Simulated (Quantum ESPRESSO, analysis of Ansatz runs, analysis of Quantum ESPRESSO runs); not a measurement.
# Ga-H pair in Si: local vibrational mode against experiment (Quantum ESPRESSO), part 2 of 2

Aim: the local vibrational mode of the Ga-H pair in Si, to be set beside the measurement. Set-up: PBE, JTH 2.0 PBE, 32-site cell, PBE lattice, k: the single point 1/4 1/4 1/4. The model is a cell of 32 host atoms with Ga put on another atom's site and H put in between. The frequencies come from force constants among the defect atom and its neighbours, with the masses of the isotopes named. Other potentials or another program check that the number doesn't hang on one set of files.

Quantum ESPRESSO 7.5; PBE, JTH 2.0 PBE, 32-site cell, PBE lattice, k: the single point 1/4 1/4 1/4.

So far: The structure; Relaxation, charge 0.

### Step 2. Relaxation, charge 0 (continued)

Level of this step: Quantum ESPRESSO plane-wave DFT, PBE, JTH 2.0 PBE potentials; relaxation of all atoms of a defect supercell (Quantum ESPRESSO).

Step by step:

| step | energy less that of the first step (eV) |
| --- | --- |
| 0 | 0.0000 |
| 1 | -0.2554 |
| 2 | -0.4307 |
| 3 | -0.5171 |
| 4 | -0.5393 |
| 5 | -0.5561 |
| 6 | -0.5596 |
| 7 | -0.5614 |
| 8 | -0.5628 |
| 9 | -0.5641 |
| 10 | -0.5647 |
| 11 | -0.5650 |
| 12 | -0.5651 |
| 13 | -0.5651 |
| 14 | -0.5652 |

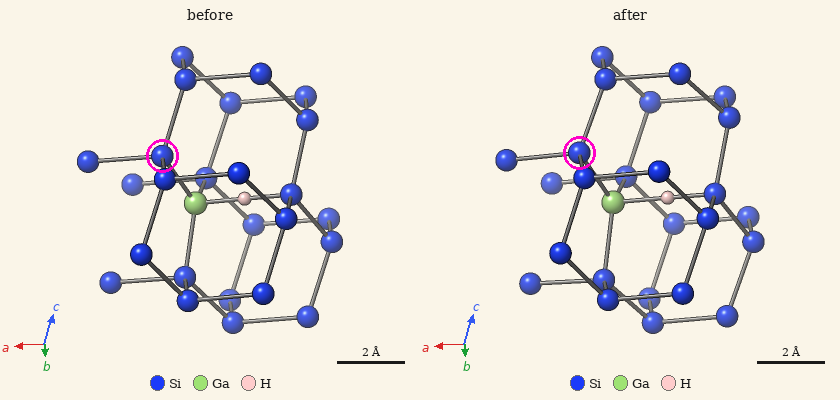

Before and after: the atoms that start within 5 Å of the centre. Si32, which moves most, is ringed if it is among them.

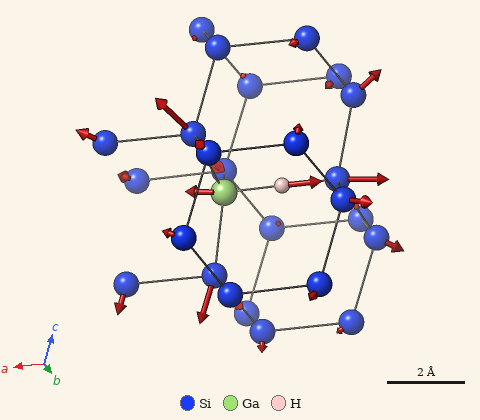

Displacements in the relaxation near the centre, exaggerated; the longest in the cell stands for 0.14 Å.

The atoms that moved most (Å):

| atom | dx | dy | dz | length |
| --- | --- | --- | --- | --- |
| Si32 | 0.064 | 0.092 | 0.084 | 0.140 |
| Si26 | -0.079 | 0.060 | -0.067 | 0.120 |
| Si23 | 0.054 | -0.076 | -0.072 | 0.118 |
| Si27 | -0.078 | -0.062 | 0.058 | 0.115 |
| H33 | 0.056 | -0.056 | -0.058 | 0.098 |
| Si8 | 0.063 | -0.065 | 0.001 | 0.091 |
| Ga11 | -0.049 | 0.060 | 0.037 | 0.086 |
| Si7 | 0.043 | 0.011 | -0.069 | 0.082 |

Final coordinates:

```xyz
33
Lattice="-5.4694 5.4694 5.4694 5.4694 -5.4694 5.4694 5.4694 5.4694 -5.4694" Properties=species:S:1:pos:R:3 pbc="T T T"
Si    2.7342    2.7347   -2.7322
Si    2.7174   -0.0519   -0.0532
Si    2.7339   -2.7316    2.7345
Si    8.2217    0.0352    0.0342
Si   -0.0188    2.7433   -0.0100
Si   -0.0186   -0.0085    2.7412
Si    5.5232    2.7512   -0.0536
Si    5.5239   -0.0529    2.7495
Si   -2.7371    2.7357    2.7352
Si    2.7280    5.4870   -0.0095
Ga    2.4312    3.0355    3.0361
Si    2.7271   -0.0083    5.4863
Si    0.0087    8.2114    0.0173
Si   -0.0348    5.5051    2.7168
Si   -0.0361    2.7188    5.5052
Si    0.0084    0.0177    8.2107
Si    1.3687    1.3836   -1.3712
Si    1.3697   -1.3701    1.3829
Si    6.8610    1.3613   -1.3917
Si    6.8620   -1.3917    1.3609
Si   -1.3673    1.3906    1.3888
Si    4.0864    4.0989   -1.3716
Si    4.3078    1.1627    1.1617
Si    4.0862   -1.3693    4.0976
Si    1.3710    6.8527   -1.3703
Si    1.2906    4.1789    1.3099
Si    1.2886    1.3107    4.1794
Si    1.3714   -1.3700    6.8525
Si   -1.3896    6.8588    1.3663
Si   -1.3614    4.0795    4.0780
Si   -1.3900    1.3671    6.8589
Si    4.1581    4.1779    4.1777
H     3.4497    2.0302    2.0386
```

Neighbours of the ideal centre at the end:

| atom | distance (Å) |
| --- | --- |
| H33 | 0.667 |
| Ga11 | 1.078 |
| Si23 | 2.169 |
| Si32 | 2.727 |
| Si26 | 2.729 |
| Si27 | 2.730 |
| Si2 | 3.505 |
| Si8 | 3.506 |
| Si7 | 3.507 |

Neighbours of the added atoms: H33: Si23 1.50, Ga11 1.74, Si8 3.02 Å.

### Step 3. Atom Si7 moved by 0.015 A along x

Force constants come from the forces after small displacements. One such run is shown.

This step: Quantum ESPRESSO plane-wave DFT, PBE, JTH 2.0 PBE potentials; single point of a defect supercell.

Contents of pw.in:

```
&CONTROL
  calculation = 'scf'
  prefix = 'pwscf'
  outdir = './tmp'
  pseudo_dir = './pseudo'
  tprnfor = .true.
  disk_io = 'low'
/
&SYSTEM
  ibrav = 0
  nat = 33
  ntyp = 3
  ecutwfc = 40
  ecutrho = 240
  nbnd = 73
  occupations = 'smearing'
  smearing = 'fd'
  degauss = 0.00073499
  nosym = .true.
/
&ELECTRONS
  conv_thr = 1d-10
  electron_maxstep = 100
  mixing_beta = 0.5
/
ATOMIC_SPECIES
Si    28.0850 Si.GGA_PBE-JTH.UPF
Ga    69.7230 Ga.GGA_PBE-JTH.UPF
H      1.0080 H.GGA_PBE-JTH.UPF
CELL_PARAMETERS angstrom
  -5.4694086371    5.4694086371    5.4694086371
   5.4694086371   -5.4694086371    5.4694086371
   5.4694086371    5.4694086371   -5.4694086371
ATOMIC_POSITIONS crystal
Si     0.0002332473    0.0001852301    0.4999533624
Si    -0.0096087058    0.2435593160    0.2436713672
[... 4 atom lines left out ...]
Si     0.2466071639    0.5013853609    0.7577991225
Si     0.2465219097    0.7563336309    0.5001422445
[... 2 atom lines left out ...]
Ga     0.5550451612    0.4998051975    0.4997495917
Si     0.5007827295    0.7508550294    0.2485461131
Si     0.7522459665    0.0023777539    0.7514654283
[... 2 atom lines left out ...]
Si     0.7522173337    0.7513647318    0.0023848407
[... 6 atom lines left out ...]
Si     0.2124906071    0.5000134780    0.5000981330
[... 2 atom lines left out ...]
Si     0.5017654661    0.2377330774    0.5000083644
Si     0.5018914460    0.4998697123    0.2376200374
[... 4 atom lines left out ...]
Si     0.7638507147    0.7620350115    0.7620584927
H      0.3719646738    0.5017255312    0.5009608913
K_POINTS crystal
1
0.25 0.25 0.25 1.0
```

The run is started by

```
$ OMP_NUM_THREADS=1 pw.x -in pw.in > pw.out
```

Log:

```text
[banner, memory and clock lines left out]
          URL

     file Si.GGA_PBE-JTH.UPF: wavefunction(s)  0S 0P renormalized
     file Ga.GGA_PBE-JTH.UPF: wavefunction(s)  0S 4P 0P 3D 0D renormalized
     file H.GGA_PBE-JTH.UPF: wavefunction(s)  1S 0S 0P renormalized

     G-vector sticks info

     bravais-lattice index     =            0
     lattice parameter (alat)  =      17.9019  a.u.
     unit-cell volume          =    4416.4947 (a.u.)^3
     number of atoms/cell      =           33
     number of atomic types    =            3
     number of electrons       =       138.00
     number of Kohn-Sham states=           73
     kinetic-energy cutoff     =      40.0000  Ry
     charge density cutoff     =     240.0000  Ry
     scf convergence threshold =      1.0E-10
     mixing beta               =       0.5000
     number of iterations used =            8  plain     mixing
     Exchange-correlation= SLA PW PBX PBC
                           (   1   4   3   4   0   0   0)

     celldm(1)=  17.901930  celldm(2)=   0.000000  celldm(3)=   0.000000
     celldm(4)=   0.000000  celldm(5)=   0.000000  celldm(6)=   0.000000

     crystal axes: (cart. coord. in units of alat)
               a(1) = (  -0.577350   0.577350   0.577350 )
               a(2) = (   0.577350  -0.577350   0.577350 )
               a(3) = (   0.577350   0.577350  -0.577350 )

     reciprocal axes: (cart. coord. in units 2 pi/alat)
               b(1) = ( -0.000000  0.866025  0.866025 )
               b(2) = (  0.866025 -0.000000  0.866025 )
               b(3) = (  0.866025  0.866025  0.000000 )

     PseudoPot. # 1 for Si read from file:
     Si.GGA_PBE-JTH.UPF
     Pseudo is Projector augmented-wave + core cor, Zval =  4.0
     Generated using ATOMPAW code
     Shape of augmentation charge: BESSEL
     Using radial grid of  988 points,  4 beta functions with:
                l(1) =   0
                l(2) =   0
                l(3) =   1
                l(4) =   1
     Q(r) pseudized with 0 coefficients

     PseudoPot. # 2 for Ga read from file:
     Ga.GGA_PBE-JTH.UPF
     Pseudo is Projector augmented-wave + core cor, Zval = 13.0
     Generated using ATOMPAW code
     Shape of augmentation charge: BESSEL
     Using radial grid of 1052 points,  6 beta functions with:
                l(1) =   0
                l(2) =   0
                l(3) =   1
                l(4) =   1
                l(5) =   2
                l(6) =   2
     Q(r) pseudized with 0 coefficients

     PseudoPot. # 3 for H  read from file:
     H.GGA_PBE-JTH.UPF
     Pseudo is Projector augmented-wave + core cor, Zval =  1.0
     Generated using ATOMPAW code
     Shape of augmentation charge: SINC**2
     Using radial grid of  777 points,  3 beta functions with:
                l(1) =   0
                l(2) =   0
                l(3) =   1
     Q(r) pseudized with 0 coefficients

     atomic species   valence    mass     pseudopotential
     Si                4.00    28.08500     Si( 1.00)
     Ga               13.00    69.72300     Ga( 1.00)
     H                 1.00     1.00800     H ( 1.00)

     No symmetry found

   Cartesian axes

     site n.     atom                  positions (alat units)
         1        Si     tau(   1) = (   0.2886205   0.2886759  -0.2884066  )
         2        Si     tau(   2) = (   0.2868504  -0.0054829  -0.0056123  )
         3        Si     tau(   3) = (   0.2885892  -0.2883468   0.2886558  )
         4        Si     tau(   4) = (   0.8678794   0.0037177   0.0036083  )
         5        Si     tau(   5) = (  -0.0019845   0.2895866  -0.0010595  )
         6        Si     tau(   6) = (  -0.0019603  -0.0008975   0.2893578  )
         7        Si     tau(   7) = (   0.5846118   0.2904193  -0.0056618  )
         8        Si     tau(   8) = (   0.5830972  -0.0055827   0.2902417  )
         9        Si     tau(   9) = (  -0.2889324   0.2887754   0.2887273  )
        10        Si     tau(  10) = (   0.2879658   0.5792040  -0.0010075  )
        11        Ga     tau(  11) = (   0.2566378   0.3204234   0.3204876  )
[...]
28        Si     tau(  28) = (   0.1447627  -0.1446134   0.7233504  )
        29        Si     tau(  29) = (  -0.1466907   0.7240162   0.1442297  )
        30        Si     tau(  30) = (  -0.1437080   0.4306280   0.4304761  )
        31        Si     tau(  31) = (  -0.1467240   0.1443109   0.7240285  )
        32        Si     tau(  32) = (   0.4389264   0.4410230   0.4409959  )
        33        H      tau(  33) = (   0.3641474   0.2143124   0.2151954  )

     number of k points=     1  Fermi-Dirac smearing, width (Ry)=  0.0007
                       cart. coord. in units 2pi/alat
        k(    1) = (   0.4330127   0.4330127   0.4330127), wk =   2.0000000

     Dense  grid:   276983 G-vectors     FFT dimensions: (  90,  90,  90)

     Smooth grid:   150661 G-vectors     FFT dimensions: (  75,  75,  75)

     Check: negative core charge=   -0.000003

     Initial potential from superposition of free atoms

     starting charge     137.9797, renormalised to     138.0000

     negative rho (up, down):  1.827E-01 0.000E+00
     Starting wfcs are  271 randomized atomic wfcs
     Checking if some PAW data can be deallocated...

     Self-consistent Calculation

[...]
ethr =  6.20E-06,  avg # of iterations = 20.0

     negative rho (up, down):  1.797E-01 0.000E+00

     total energy              =   -1727.36570082 Ry
     estimated scf accuracy    <       0.00275809 Ry

     iteration #  5     ecut=    40.00 Ry     beta= 0.50
     Davidson diagonalization with overlap
     c_bands:  2 eigenvalues not converged
     ethr =  2.00E-06,  avg # of iterations = 20.0

     negative rho (up, down):  1.794E-01 0.000E+00

     total energy              =   -1727.36626158 Ry
     estimated scf accuracy    <       0.00039201 Ry

     iteration #  6     ecut=    40.00 Ry     beta= 0.50
     Davidson diagonalization with overlap
     c_bands:  1 eigenvalues not converged
     ethr =  2.84E-07,  avg # of iterations = 20.0

     negative rho (up, down):  1.792E-01 0.000E+00

     total energy              =   -1727.36637809 Ry
     estimated scf accuracy    <       0.00003252 Ry

     iteration #  7     ecut=    40.00 Ry     beta= 0.50
     Davidson diagonalization with overlap
     ethr =  2.36E-08,  avg # of iterations =  9.0

     negative rho (up, down):  1.791E-01 0.000E+00

     total energy              =   -1727.36646218 Ry
     estimated scf accuracy    <       0.00000945 Ry

     iteration #  8     ecut=    40.00 Ry     beta= 0.50
     Davidson diagonalization with overlap
     ethr =  6.85E-09,  avg # of iterations =  2.0

     negative rho (up, down):  1.790E-01 0.000E+00

     total energy              =   -1727.36646317 Ry
     estimated scf accuracy    <       0.00000173 Ry

     iteration #  9     ecut=    40.00 Ry     beta= 0.50
     Davidson diagonalization with overlap
     ethr =  1.25E-09,  avg # of iterations =  5.0

     negative rho (up, down):  1.790E-01 0.000E+00

     total energy              =   -1727.36646356 Ry
     estimated scf accuracy    <       0.00000025 Ry

     iteration # 10     ecut=    40.00 Ry     beta= 0.50
     Davidson diagonalization with overlap
     ethr =  1.78E-10,  avg # of iterations =  9.0

     negative rho (up, down):  1.790E-01 0.000E+00

     total energy              =   -1727.36646414 Ry
     estimated scf accuracy    <       0.00000004 Ry

     iteration # 11     ecut=    40.00 Ry     beta= 0.50
     Davidson diagonalization with overlap
     ethr =  3.05E-11,  avg # of iterations =  2.0

     negative rho (up, down):  1.790E-01 0.000E+00

     total energy              =   -1727.36646414 Ry
     estimated scf accuracy    <          7.8E-09 Ry

     iteration # 12     ecut=    40.00 Ry     beta= 0.50
     Davidson diagonalization with overlap
     ethr =  5.66E-12,  avg # of iterations =  6.0

     negative rho (up, down):  1.790E-01 0.000E+00

     total energy              =   -1727.36646415 Ry
     estimated scf accuracy    <          2.1E-09 Ry

     iteration # 13     ecut=    40.00 Ry     beta= 0.50
     Davidson diagonalization with overlap
     ethr =  1.53E-12,  avg # of iterations =  6.0

     negative rho (up, down):  1.790E-01 0.000E+00

     total energy              =   -1727.36646415 Ry
     estimated scf accuracy    <          1.0E-10 Ry

     iteration # 14     ecut=    40.00 Ry     beta= 0.50
     Davidson diagonalization with overlap
     ethr =  1.00E-13,  avg # of iterations = 16.0

     negative rho (up, down):  1.790E-01 0.000E+00

     total energy              =   -1727.36646415 Ry
     estimated scf accuracy    <          1.4E-10 Ry

     iteration # 15     ecut=    40.00 Ry     beta= 0.50
     Davidson diagonalization with overlap
     ethr =  1.00E-13,  avg # of iterations =  2.0

     negative rho (up, down):  1.790E-01 0.000E+00

     End of self-consistent calculation

          k = 0.4330 0.4330 0.4330 ( 18876 PWs)   bands (ev):

    -8.4265  -8.2845  -8.2844  -8.2004  -8.2002  -5.0164  -4.9282  -4.9247
    -4.7974  -3.3054  -3.0978  -3.0899  -3.0516  -3.0483  -3.0412  -3.0393
    -3.0377  -3.0337  -2.9371  -2.9353  -2.6242  -0.5016  -0.2503  -0.2456
    -0.2436  -0.2204  -0.2172  -0.2017  -0.1987  -0.1956   0.0002   0.0024
     0.0190   1.9725   2.2633   2.2660   2.2702   2.3438   2.5754   2.5780
     2.6093   2.6491   2.6733   2.6757   2.7038   2.7057   2.7518   2.9607
     2.9636   3.7510   3.8720   3.8762   3.9222   3.9362   3.9375   3.9429
     4.0106   4.0138   4.0480   4.3507   4.3535   5.2807   5.3372   5.3424
     5.3736   5.3758   5.3911   5.7250   5.7266   7.3643   7.5678   7.6094
     7.6137

     the Fermi energy is     6.6987 ev

!    total energy              =   -1727.36646415 Ry
     total all-electron energy =     -1727.366464 Ry
     estimated scf accuracy    <          1.3E-11 Ry
     smearing contrib. (-TS)   =       0.00000000 Ry
     internal energy E=F+TS    =   -1727.36646415 Ry

     The total energy is F=E-TS. E is the sum of the following terms:
     one-electron contribution =     -75.06899056 Ry
     hartree contribution      =      93.64398543 Ry
     xc contribution           =    -162.47332979 Ry
     ewald contribution        =    -320.27557211 Ry
     one-center paw contrib.   =   -1263.19255711 Ry

     convergence has been achieved in  15 iterations

     negative rho (up, down):  1.790E-01 0.000E+00

     Forces acting on atoms (cartesian axes, Ry/au):

     atom    1 type  1   force =     0.00026948   -0.00024539    0.00003993
     atom    2 type  1   force =     0.00004029    0.00004312   -0.00013564
     atom    3 type  1   force =     0.00023050   -0.00003787   -0.00007356
     atom    4 type  1   force =    -0.00003335    0.00003975    0.00023501
     atom    5 type  1   force =    -0.00020597   -0.00021630    0.00007284
     atom    6 type  1   force =    -0.00032503    0.00005645   -0.00013340
     atom    7 type  1   force =    -0.00747049    0.00015461   -0.00014511
     atom    8 type  1   force =    -0.00006275   -0.00031822    0.00019098
     atom    9 type  1   force =     0.00012039    0.00000939    0.00014053
     atom   10 type  1   force =     0.00017857    0.00003596    0.00004096
[...]
atom   29 type  1   force =     0.00000532    0.00010880    0.00023880
     atom   30 type  1   force =    -0.00019326   -0.00003860    0.00004507
     atom   31 type  1   force =     0.00000273    0.00035389   -0.00020418
     atom   32 type  1   force =    -0.00004669   -0.00012139   -0.00019025
     atom   33 type  3   force =     0.00021669    0.00004193   -0.00023742

     Total force =     0.009104     Total SCF correction =     0.000006
```

The job ended after 2.8 min (1 thread of Arm Neoverse V1, shared host; peak memory 1.1 GiB).

At this level the gap is 1.64 eV on the k-mesh of the self-consistent run, which can miss the band edges.

### Step 4. Local vibrational modes

Analysis of the runs above: force constants by central differences of Quantum ESPRESSO plane-wave DFT, PBE, JTH 2.0 PBE potentials forces among the atoms nearest to a defect, the others at rest.

The modes with the largest weight on the probed atoms (the light atom of a pair), for the masses of each isotope. Modes of the displaced atoms (local only where they lie over the host's phonons):

| isotopes | mode (cm⁻¹) | share of the defect atoms |
| --- | --- | --- |
| H | 2244 | 0.982 |
| H | 175.2 | 0.651 |
| H | 128 | 0.55 |
| D | 1602 | 0.964 |
| D | 136 | 0.647 |
| D | 101.1 | 0.783 |

### Step 5. Results

* distance from the defect atom to its nearest neighbour: 1.503 Å
* Si-H stretch, 1H: 2244 cm⁻¹

Si-H stretch, 1H: computed 2244 cm⁻¹, measured 2171 cm⁻¹; 73 cm⁻¹ (3 %) above the measurement. The computed value is harmonic, while the measured line is the anharmonic fundamental, which for X–H stretches usually lies a few per cent lower. Only the named neighbours move, so modes near the host's band are approximate.

[Logs are printed without paths, hosts, clocks, repeated set-up lines and the standing remarks that a program may print on its own settings, such as how far it seeks lower states.]

[Hosts, paths, dates, database ids (printed as entryN), source tags and the programs' standing remarks are cut or masked in the printed files.]

[For some hosts the program warned that the k-mesh of the response run may be too coarse for force constants and the static dielectric constant; such warnings are not shown here.]
